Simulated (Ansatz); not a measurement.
Run report: MnSi30, nudged elastic band (part 2 of 3)

The same run, continued: MnSi30 (defect cell, 31 atoms in the cell); DFT PBE, scalar-relativistic, plane waves, PAW, spin-polarised (Ansatz 0.2.0); cutoff 420 eV, 2×2×2 k-mesh, Gaussian smearing of 0.02 eV, collinear spins. The structure derives from a Materials Project entry. It belongs to a series of runs on one base structure; here: climbing-image band for the jump of Mn by 0.08 A.

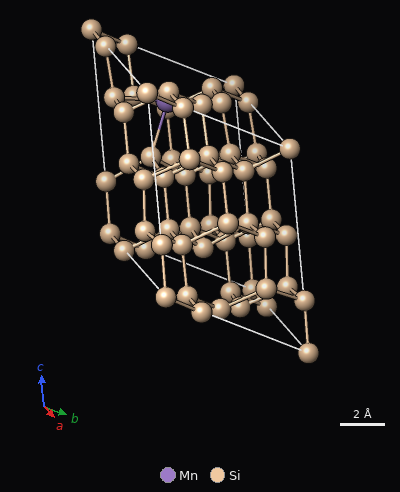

Fig. 1: The structure as given in the input (ball-and-stick view of the cell of the calculation, seen slightly off an axis). An atom can appear more than once, as a periodic image.

## The program's output, continued
```
SCF iter   1: F=—  HF=-22970.788233 eV  |F-HF|=—  |Δ(HF+E_count)|=         —  Δρ=2.20e-2 (↑2.09e-2 ↓2.20e-2)  dr2=1.06e1  dr2_m=1.55e-1  M=3.500 μB ∫|m|=4.132 μB  β_m=1.00  ethr=3.10e-3  ⟨swp⟩=6.9  Hψ=3820  notcnv=0  defer=51
spin=Collinear: Resta preconditioning applied to the charge; magnetization (m = ρ↑ − ρ↓) channel mixes plain (no charge-response kernel on spin).
SCF iter   2: F=—  HF=-22970.241959 eV  |F-HF|=—  |Δ(HF+E_count)|=   5.46e-1  Δρ=1.56e-2 (↑1.56e-2 ↓1.56e-2)  dr2=6.11e0  dr2_m=4.24e-3  M=3.500 μB ∫|m|=4.378 μB  β_m=1.00  ethr=3.10e-3  ⟨swp⟩=2.5  Hψ=1056  notcnv=0  defer=157
SCF iter   3: F=—  HF=-22969.603278 eV  |F-HF|=—  |Δ(HF+E_count)|=   6.39e-1  Δρ=1.22e-2 (↑1.12e-2 ↓1.22e-2)  dr2=4.02e0  dr2_m=7.03e-3  M=3.500 μB ∫|m|=4.189 μB  β_m=0.30  ethr=3.10e-3  ⟨swp⟩=2.5  Hψ=842  notcnv=0  defer=157
SCF iter   4: F=—  HF=-22969.130966 eV  |F-HF|=—  |Δ(HF+E_count)|=   4.72e-1  Δρ=1.60e-3 (↑1.58e-3 ↓1.60e-3)  dr2=1.14e-1  dr2_m=5.27e-4  M=3.500 μB ∫|m|=4.339 μB  β_m=1.00  ethr=2.98e-3  ⟨swp⟩=2.5  Hψ=959  notcnv=0  defer=207
SCF iter   5: F=—  HF=-22969.154344 eV  |F-HF|=—  |Δ(HF+E_count)|=   2.34e-2  Δρ=8.66e-4 (↑8.57e-4 ↓8.66e-4)  dr2=2.45e-2  dr2_m=5.84e-5  M=3.500 μB ∫|m|=4.356 μB  β_m=1.00  ethr=8.41e-5  ⟨swp⟩=3.2  Hψ=1119  notcnv=0  defer=222
SCF iter   6: F=—  HF=-22969.175187 eV  |F-HF|=—  |Δ(HF+E_count)|=   2.08e-2  Δρ=5.22e-4 (↑5.22e-4 ↓4.92e-4)  dr2=7.86e-3  dr2_m=4.44e-5  M=3.500 μB ∫|m|=4.361 μB  β_m=0.30  ethr=1.82e-5  ⟨swp⟩=2.1  Hψ=904  notcnv=0  defer=222
Mixer restart at iter 6: flushing history
spin-set hold released at iteration 6 (site moments contracting): the magnetisation degrees of freedom join the quasi-Newton model from the next iteration; the mixer history was flushed
SCF iter   7: F=—  HF=-22969.179986 eV  |F-HF|=—  |Δ(HF+E_count)|=   4.80e-3  Δρ=4.98e-4 (↑3.78e-4 ↓4.98e-4)  dr2=4.13e-3  dr2_m=1.94e-4  M=3.500 μB ∫|m|=4.347 μB  β_m=0.64  ethr=5.82e-6  ⟨swp⟩=1.6  Hψ=646  notcnv=0  defer=222
SCF iter   8: F=—  HF=-22969.190550 eV  |F-HF|=—  |Δ(HF+E_count)|=   1.06e-2  Δρ=1.51e-3 (↑1.51e-3 ↓9.08e-4)  dr2=4.55e-2  dr2_m=6.31e-4  M=3.500 μB ∫|m|=4.349 μB  β_m=0.38  ethr=3.06e-6  ⟨swp⟩=3.0  Hψ=1198  notcnv=0  defer=222  recentre
SCF iter   9: F=—  HF=-22969.187241 eV  |F-HF|=—  |Δ(HF+E_count)|=   3.31e-3  Δρ=3.89e-4 (↑1.65e-4 ↓3.89e-4)  dr2=1.22e-3  dr2_m=3.21e-4  M=3.500 μB ∫|m|=4.322 μB  β_m=0.60  ethr=3.06e-6  ⟨swp⟩=2.6  Hψ=1241  notcnv=0  defer=219
SCF iter  10: F=—  HF=-22969.188503 eV  |F-HF|=—  |Δ(HF+E_count)|=   1.26e-3  Δρ=1.15e-4 (↑1.15e-4 ↓3.60e-5)  dr2=6.19e-5  dr2_m=3.05e-5  M=3.500 μB ∫|m|=4.306 μB  β_m=0.72  ethr=9.00e-7  ⟨swp⟩=2.0  Hψ=1272  notcnv=0  defer=219
SCF iter  11: F=—  HF=-22969.188725 eV  |F-HF|=—  |Δ(HF+E_count)|=   2.22e-4  Δρ=1.28e-5 (↑1.28e-5 ↓6.00e-6)  dr2=8.85e-7  dr2_m=3.81e-7  M=3.500 μB ∫|m|=4.301 μB  β_m=0.82  ethr=4.59e-8  ⟨swp⟩=2.1  Hψ=1198  notcnv=0  defer=219
iter 12 did not close the SCF: its close was put off for a magnetic moment that had not settled (scf_convergence_deferred on its scf_iter line)
SCF iter  12: F=-22969.188725 eV  HF=-22969.188725 eV  |F-HF|=1.05e-7  |Δ(HF+E_count)|=   5.86e-7  Δρ=3.93e-6 (↑3.93e-6 ↓3.18e-6)  dr2=5.62e-8  dr2_m=6.41e-8  M=3.500 μB ∫|m|=4.300 μB  β_m=0.91  ethr=7.41e-11  ⟨swp⟩=2.6  Hψ=2836  notcnv=0
SCF iter  13: F=-22969.188725 eV  HF=-22969.188725 eV  |F-HF|=3.76e-8  |Δ(HF+E_count)|=   1.57e-7  Δρ=1.84e-6 (↑1.11e-6 ↓1.84e-6)  dr2=6.86e-8  dr2_m=1.36e-9  M=3.500 μB ∫|m|=4.300 μB  ethr=4.16e-11  ⟨swp⟩=2.5  Hψ=2338  notcnv=0
SCF 2 converged in 13 iterations: F = -22969.188725 eV  dr2 = 6.86e-8
[... from here on the iterations of each SCF are left out, up to the last one ...]
NSCF: frozen V_eff on 4 k-points
NEB end point (image 0): max|allowed force component| = 4.326e-3 eV/Å (the criterion of neb.relax_end_points is 1.000e-2)
NEB end point (image 6): max|allowed force component| = 4.339e-3 eV/Å (the criterion of neb.relax_end_points is 1.000e-2)
NEB image 1
spin=Collinear: Resta preconditioning applied to the charge; magnetization (m = ρ↑ − ρ↓) channel mixes plain (no charge-response kernel on spin).
spin-set hold released at iteration 6 (site moments contracting): the magnetisation degrees of freedom join the quasi-Newton model from the next iteration; the mixer history was flushed
SCF 3 converged in 13 iterations: F = -22969.188733 eV  dr2 = 6.75e-8
NEB image 2
spin=Collinear: Resta preconditioning applied to the charge; magnetization (m = ρ↑ − ρ↓) channel mixes plain (no charge-response kernel on spin).
spin-set hold released at iteration 6 (site moments contracting): the magnetisation degrees of freedom join the quasi-Newton model from the next iteration; the mixer history was flushed
SCF 4 converged in 13 iterations: F = -22969.188737 eV  dr2 = 6.71e-8
NEB image 3
spin=Collinear: Resta preconditioning applied to the charge; magnetization (m = ρ↑ − ρ↓) channel mixes plain (no charge-response kernel on spin).
spin-set hold released at iteration 6 (site moments contracting): the magnetisation degrees of freedom join the quasi-Newton model from the next iteration; the mixer history was flushed
SCF 5 converged in 13 iterations: F = -22969.188738 eV  dr2 = 6.66e-8
NEB image 4
spin=Collinear: Resta preconditioning applied to the charge; magnetization (m = ρ↑ − ρ↓) channel mixes plain (no charge-response kernel on spin).
spin-set hold released at iteration 6 (site moments contracting): the magnetisation degrees of freedom join the quasi-Newton model from the next iteration; the mixer history was flushed
SCF 6 converged in 13 iterations: F = -22969.188737 eV  dr2 = 6.67e-8
NEB image 5
spin=Collinear: Resta preconditioning applied to the charge; magnetization (m = ρ↑ − ρ↓) channel mixes plain (no charge-response kernel on spin).
spin-set hold released at iteration 6 (site moments contracting): the magnetisation degrees of freedom join the quasi-Newton model from the next iteration; the mixer history was flushed
SCF 7 converged in 13 iterations: F = -22969.188732 eV  dr2 = 6.74e-8
NEB image 1
NSCF: frozen V_eff on 4 k-points
NEB image 2
NSCF: frozen V_eff on 4 k-points
NEB image 3
NSCF: frozen V_eff on 4 k-points
NEB image 4
NSCF: frozen V_eff on 4 k-points
NEB image 5
NSCF: frozen V_eff on 4 k-points
the band table was solved once a step of the walk had ended and its energy, with any forces and stress, was formed, with the checks that follow a solve (5279 applications of the Hamiltonian). They found nothing against the state; the energy, forces and stress were not computed again (output.eigenvalues in the input reference)
NEB iter   1: max|band force component| = 3.902e-3 eV/Å  barrier→ = -0.0000 eV  barrier← = -0.0000 eV  CI = image 5  Δτ_max = 0.0000 Å  (91 SCF iters)
  M     (μB):  +3.5000  +3.5000  +3.5000  +3.5000  +3.5000  +3.5000  +3.5000
  M_abs (μB):   4.3049   4.3050   4.3050   4.3050   4.3050   4.3050   4.3050
NEB image 0, for a test of the images' electronic states
Initial density: handed on by an earlier stage of this run
Starting moments: Σ|m| = 3.78 μB on 1 of 31 sites; this step starts from the density that it was given
Initial wavefunctions: pseudopotential atomic-orbital guess (no wavefunctions were taken with the density)
preconditioner: auto → Resta (q_TF=auto, 2.097 Å⁻¹)  ε∞=5.9  [insulator: Δε(μ)=0.095 eV  Ē_g=7.396 eV  σ=0.020 eV  W_gap=0.67  n_scr=86 (ndim 8)  ℏωp=16.4 eV  f_vac=0.000  D(μ)=19.28/eV (n_scr^D=140)  ε∞_Penn≈5.9]
spin=Collinear: Resta preconditioning applied to the charge; magnetization (m = ρ↑ − ρ↓) channel mixes plain (no charge-response kernel on spin).
SCF 8 converged in 7 iterations: F = -22969.188726 eV  dr2 = 8.79e-9
NEB image 5, for a test of the images' electronic states
spin=Collinear: Resta preconditioning applied to the charge; magnetization (m = ρ↑ − ρ↓) channel mixes plain (no charge-response kernel on spin).
SCF 9 converged in 7 iterations: F = -22969.188732 eV  dr2 = 8.53e-9
NEB image 5, for a test of the images' electronic states
spin=Collinear: Resta preconditioning applied to the charge; magnetization (m = ρ↑ − ρ↓) channel mixes plain (no charge-response kernel on spin).
SCF 10 converged in 7 iterations: F = -22969.188732 eV  dr2 = 8.90e-9
NEB image 6, for a test of the images' electronic states
iter 1 solved again at ethr=4.68e-6 eV; its pass at ethr=3.10e-3 eV (dr2=6.31e-3 eV) is discarded
SCF iter   1: F=—  HF=-22969.188111 eV  |F-HF|=—  |Δ(HF+E_count)|=         —  Δρ=7.11e-4 (↑6.20e-4 ↓7.11e-4)  dr2=5.83e-3  dr2_m=7.36e-4  M=3.500 μB ∫|m|=4.300 μB  β_m=0.30  ethr=4.68e-6  ⟨swp⟩=5.8  Hψ=5989  notcnv=0
spin=Collinear: Resta preconditioning applied to the charge; magnetization (m = ρ↑ − ρ↓) channel mixes plain (no charge-response kernel on spin).
SCF iter   2: F=—  HF=-22969.188297 eV  |F-HF|=—  |Δ(HF+E_count)|=   1.86e-4  Δρ=5.21e-4 (↑4.57e-4 ↓5.21e-4)  dr2=3.18e-3  dr2_m=3.75e-4  M=3.500 μB ∫|m|=4.300 μB  β_m=0.65  ethr=4.32e-6  ⟨swp⟩=1.0  Hψ=808  notcnv=0
SCF iter   3: F=—  HF=-22969.188517 eV  |F-HF|=—  |Δ(HF+E_count)|=   2.20e-4  Δρ=3.84e-5 (↑3.65e-5 ↓3.84e-5)  dr2=3.40e-5  dr2_m=1.17e-6  M=3.500 μB ∫|m|=4.299 μB  β_m=0.72  ethr=2.36e-6  ⟨swp⟩=2.5  Hψ=1366  notcnv=0
SCF iter   4: F=—  HF=-22969.188743 eV  |F-HF|=—  |Δ(HF+E_count)|=   2.25e-4  Δρ=8.75e-5 (↑8.75e-5 ↓8.43e-5)  dr2=2.34e-4  dr2_m=6.71e-7  M=3.500 μB ∫|m|=4.301 μB  β_m=0.72  ethr=2.52e-8  ⟨swp⟩=2.0  Hψ=1346  notcnv=0
SCF iter   5: F=—  HF=-22969.188725 eV  |F-HF|=—  |Δ(HF+E_count)|=   1.84e-5  Δρ=1.23e-5 (↑1.11e-5 ↓1.23e-5)  dr2=3.40e-6  dr2_m=1.29e-7  M=3.500 μB ∫|m|=4.299 μB  β_m=0.81  ethr=2.52e-8  ⟨swp⟩=2.0  Hψ=1346  notcnv=0
SCF iter   6: F=—  HF=-22969.188725 eV  |F-HF|=—  |Δ(HF+E_count)|=   7.01e-7  Δρ=1.82e-6 (↑1.61e-6 ↓1.82e-6)  dr2=1.53e-7  dr2_m=2.83e-9  M=3.500 μB ∫|m|=4.299 μB  β_m=0.82  ethr=2.52e-9  ⟨swp⟩=2.2  Hψ=1084  notcnv=0
SCF iter   7: F=-22969.188725 eV  HF=-22969.188725 eV  |F-HF|=5.93e-9  |Δ(HF+E_count)|=   5.35e-8  Δρ=6.26e-7 (↑5.43e-7 ↓6.26e-7)  dr2=8.57e-9  dr2_m=5.22e-10  M=3.500 μB ∫|m|=4.299 μB  ethr=7.41e-11  ⟨swp⟩=4.0  Hψ=1954  notcnv=0
SCF 11 converged in 7 iterations: F = -22969.188725 eV  dr2 = 8.57e-9
electronic states of the nudged elastic band's images, tested at iteration 1, where its forces meet neb.f_tol (images are counted from 0 at the initial end point): SCFs from a neighbouring image's density for 0, 5, 6. They reached no lower state, which does not show that none exists. In this run the tests took 28 SCF iterations
SCF converged after 13 iterations
Magnetization: 3.5000 μB (69.2500 up, 65.7500 down)
Absolute magnetization: 4.3050 μB (∫|ρ↑−ρ↓|, with the PAW one-centre terms)
Spin contamination: 0.3575 ħ² per cell (⟨S²⟩ above its minimum at these occupations)
Per-site moments (μB) at R_I (Å): [(3.437860582602005, 1.1299539563457852), (0.0043765329086760466, 0.9736100844716766), (0.004376555731714956, 0.9736100844716771), (-0.001844718470280753, 0.9842589259734745), (0.004376543483968552, 0.9736100844716771), (0.004376532688620467, 0.9736100844716766), (0.00012302611665495985, 0.9805567289808208), (-0.0018447025194065516, 0.9842589259734743), (-0.027005471502856083, 0.9869072420966498), (0.00012303484141532872, 0.9805567289808208), (0.004376552018977262, 0.9736100844716765), (-0.0018447121617630314, 0.9842589259734743), (0.0001230396639152213, 0.9805567289808208), (-0.027005500914117797, 0.9869072420966487), (-0.027005533997978146, 0.9869072420966487), (0.004376538415389085, 0.9736100844716765), (-0.02713344904524764, 0.9868899413517211), (-0.0018457872816496378, 0.9843134783934536), (0.004382402656404771, 0.9736100844716765), (0.00011242435939564586, 0.9805567289808208), (0.004382413208919437, 0.9736100844716765), (-0.0018457971705982948, 0.9843134783934536), (0.00011241909820593013, 0.9805567289808208), (0.004382392259820611, 0.9736100844716766), (0.0001124125693473636, 0.9805567289808208), (-0.027133476676457012, 0.9868899413517198), (0.004382389982897307, 0.9736100844716766), (-0.0018458021237948725, 0.9843134783934542), (0.004382410030897455, 0.9736100844716771), (0.004382397620835409, 0.9736100844716771), (-0.027133508029029408, 0.9868899413517198)]
Free energy (F): -22969.188732 eV
Harris-Foulkes:  -22969.188732 eV  (|F-HF|=3.67e-8)
Internal energy: -22969.184876 eV  (E = F + TS)
E sigma→0 (E₀):  -22969.186804 eV
Entropy (-TS):   -0.003857 eV (-0.124 meV/atom)
Fermi energy:    5.539192 eV
--- Per-component energies (eV) ---
  E_band       = -267.125743
  E_kinetic    = 1477.226855
  E_local      = -4311.569367  (includes V_loc(G=0)·N_el)
  E_nonlocal   = 1016.877246
  E_hartree    = 1725.159227
  E_xc         = -1752.183568
  E_vxc        = -1524.962294  (∫ρ·V_xc dr)
  E_paw        = -16682.944485  (= ΣΔE_a)
  E_vpaw       = -375.001108  (= ΣTr[D̂ρ^β])
  E_aug_tail   = 0.000180  (compensation charges beyond the density's cutoff)
  E_ewald      = -4441.750963
  E_smearing   = -0.003857  (= −TS)
  E_closure    = 0.000000  (closes the sum)
  Σ components = -22969.188732   (vs F -22969.188732, Δ=0.00e0)
--- Forces (eV/Å), atoms counted from 1 ---
  atom   1  Mn     0.00072980     0.00073035    -0.00073003
  atom   2  Si    -0.00096376    -0.00263707    -0.00166774
  atom   3  Si     0.00166906    -0.00096327     0.00263799
  atom   4  Si    -0.00211418     0.00029994     0.00211412
  atom   5  Si    -0.00263792    -0.00096360    -0.00166832
  atom   6  Si     0.00166812    -0.00263606     0.00096370
  atom   7  Si     0.00167660     0.00167641    -0.00355691
  atom   8  Si    -0.00211303    -0.00211313    -0.00029992
  atom   9  Si    -0.00369980     0.00040514     0.00370104
  atom  10  Si     0.00355738     0.00167667    -0.00167682
  atom  11  Si    -0.00096317     0.00166904     0.00263728
  atom  12  Si     0.00029996    -0.00211370     0.00211373
  atom  13  Si     0.00167686     0.00355777    -0.00167694
  atom  14  Si     0.00040559    -0.00369916     0.00370137
  atom  15  Si    -0.00370019    -0.00369929    -0.00040652
  atom  16  Si    -0.00263622     0.00166852     0.00096340
  atom  17  Si     0.00116548    -0.00262815    -0.00116673
  atom  18  Si     0.00388428     0.00388414    -0.00042296
  atom  19  Si     0.00387136     0.00023576     0.00059909
  atom  20  Si    -0.00318538    -0.00139460     0.00318535
  atom  21  Si    -0.00059976     0.00023533    -0.00387144
  atom  22  Si     0.00042293     0.00388472    -0.00388474
  atom  23  Si    -0.00139426    -0.00318531     0.00318534
  atom  24  Si     0.00023591     0.00387062     0.00059898
  atom  25  Si    -0.00318510    -0.00318516     0.00139364
  atom  26  Si    -0.00262889     0.00116452    -0.00116659
  atom  27  Si    -0.00059905     0.00386944    -0.00023564
  atom  28  Si     0.00388502     0.00042282    -0.00388507
  atom  29  Si     0.00023531    -0.00060003    -0.00387066
  atom  30  Si     0.00386937    -0.00059960    -0.00023549
  atom  31  Si     0.00116552     0.00116464     0.00262970
  max |Σ_I F_I| component: 2.28e-6 eV/Å
--- Band table (eV; the first three rows and the last of 8) ---
```
